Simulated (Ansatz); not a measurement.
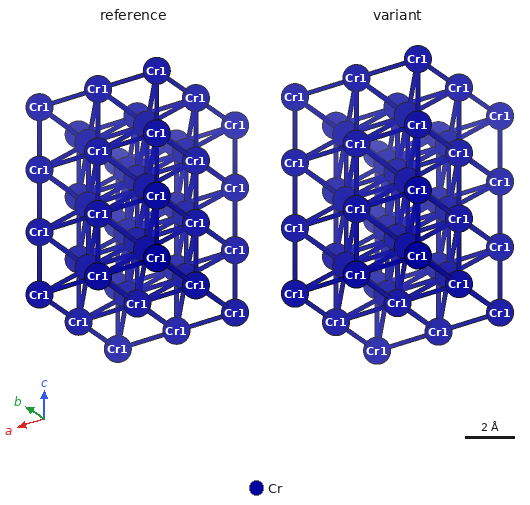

Left: a symmetric starting cell of Cr (made from another compound by putting Cr in place of W). Right: the same structure after one change, at the same scale. Style: ball-and-stick. Shown: the conventional cell (2 times the calculation's cell), repeated 2 × 2 × 3 with one cell outlined, from a free direction. Lengths and directions refer to the drawn axes.

The calculation used DFT PBE, scalar-relativistic, plane waves, PAW in Ansatz 0.2.0. Settings: plane-wave cutoff 420 eV; k-point mesh 20 × 20 × 20; occupations gaussian; smearing width 0.1 eV; no spin polarisation.

Q: What was changed?

A: All lengths are scaled by +4.9 % (volume +15.4 %), the atoms keeping their fractional coordinates. No relaxation follows. The starting cell wasn't computed here and needn't be at equilibrium, so pressure and forces aren't due to the change alone.

Q: How do the computed properties respond?

A: Some distances before and after: Cr–Cr 2.922 → 3.066 Å, Cr–Cr 2.531 → 2.655 Å. The space group stays Im-3m (No. 229). The pressure is −35.4 GPa (not all of it need come from the change, since the unchanged cell can be under pressure at this level too). All forces vanish by symmetry.
